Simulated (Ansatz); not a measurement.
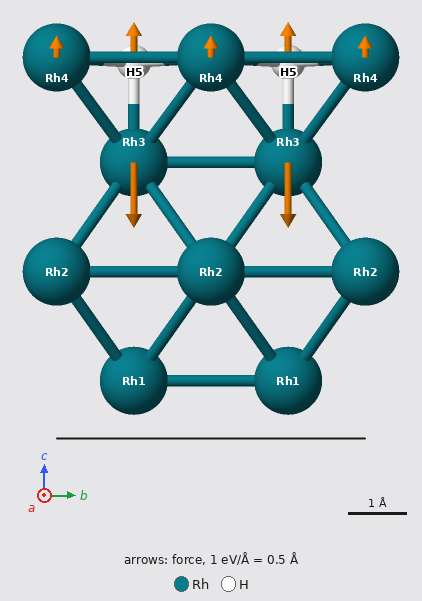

Starting geometry of a slab of composition HRh₄ (cut from the Fm-3m phase) with the computed forces as orange arrows. The picture is a ball-and-stick view of the 3 × 2 repeat of the cell, outlined in the plane, without the vacuum, seen along the a axis.

Case: H put over a Rh atom of a lower plane. The slab is the (1 0 0) face of Rh with H on it. 2 atoms are held fixed.

The calculation used Ansatz, DFT PBEsol, scalar-relativistic, plane waves, PAW.

The input:
```yaml
crystal:
  lattice:
    - [2.6728587948, 0.0, 0.0]
    - [0.0, 2.6728587948, 0.0]
    - [0.0, 0.0, 24.6699897369]
  atoms:
    - { symbol: Rh, position: [0.5, 0.5, 0.3445481774] }
    - { symbol: Rh, position: [0.0, 0.0, 0.4211593394] }
    - { symbol: Rh, position: [0.5, 0.5, 0.4979727068] }
    - { symbol: Rh, position: [0.0, 0.0, 0.5715952315] }
    - { symbol: H, position: [0.5, 0.5, 0.5683524252] }
basis:
  ecutwfc: 420
kpoints:
  mp_grid: { grid: [11, 11, 1] }
hamiltonian:
  xc: pbesol
scf:
  occupations: { method: gaussian, width: 0.1 }
output:
  forces: true
  eigenvalues: true
  write_density: true
  write_potential: true
  elf: true
  volumetric_format: npy
relax:
  adjacent_minimum: "off"
  f_tol: 0.03
  max_steps: 70
  constraints: [{ sites: [0, 1] }]
efield:
  axis: 3
  dipole_correction: true
  ramp_width: 0.04
```

Command:
```bash
ansatz run input.yaml --threads 1 --pin off --max-ram 2560MiB --backend cpu --events-out ev --progress --plain --runs-dir out
```

> Is this structure relaxed? If not, where do the atoms go?

It isn't relaxed: the largest force vector, on Rh3, is 2.28 eV/Å. The final displacements follow the starting forces only in part (cosine between the two patterns 0.55). After 5 accepted moves (6 points after the start) the energy has fallen by 0.442 eV per cell of the calculation. Largest force component: 2.3 eV/Å at the start, 0.011 eV/Å at the end. 1 step only repeated the SCF at the same geometry. H5 moves most: 0.68 Å along the normal (+c). By element the largest moves are H 0.68 Å, Rh 0.06 Å. The cell doesn't change. Some distances before and after: Rh3–H5 1.736 → 2.444 Å, Rh4–H5 1.892 → 1.965 Å, Rh3–Rh4 2.621 → 2.684 Å, Rh2–Rh3 2.676 → 2.659 Å. Bond angles that change, for instance: Rh4–H5–Rh4 175.2° → 148.2°, Rh4–H5–Rh4 89.9° → 85.7°. The run took 2.8 min on 1 thread of Arm Neoverse V1, on a shared host, peak memory 0.41 GiB.

Limits of the set-up: the periodic images lie only 2.7 Å apart, so the values are limited by the cell's size.
